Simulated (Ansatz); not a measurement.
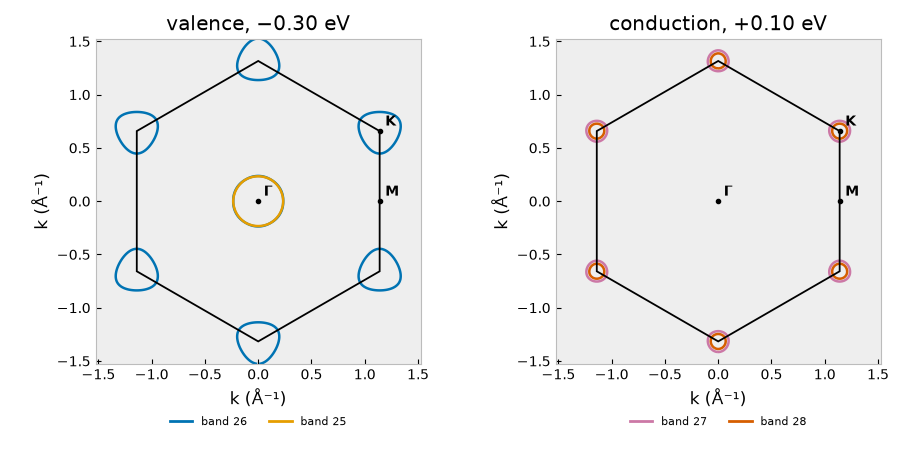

A WS₂ monolayer (space group of the slab cell P-6m2): constant-energy contours at both band edges (energies from each edge).

Method: DFT PBE, spin-orbit coupling, plane waves, PAW; levels and slopes on a dense k mesh at the converged density (Ansatz 0.2.0). Non-magnetic. k mesh for the levels: 60×60×1. Unrelaxed database geometry. The cell comes from a database of computed structures, not from a measurement.

Masses come from a second pass at points close to the extrema; at the energies drawn a band may no longer be parabolic.

**What kind of gap has this crystal, and what size does the calculation give?**

The gap is direct, 1.54 eV at this level of theory, which underestimates gaps and can reorder valleys that lie close.

**Give the valleys and their effective masses.**

Valence band (extrema up to 0.30 eV from the edge): two equivalent maxima at K, mass 0.33 mₑ in all directions; one maximum at Γ, 0.19 eV below the edge, mass 2.45 mₑ in all directions. Band 26 forms the valence edge; band 25 begins 0.19 eV lower (at Γ).
Conduction band (extrema up to 0.10 eV from the edge): two equivalent minima at K, mass 0.34 mₑ in all directions. Band 27 forms the conduction edge; band 28 begins 0.03 eV higher (at K). Another band lies within 0.06 eV there, so the masses may hold only close to the extrema.
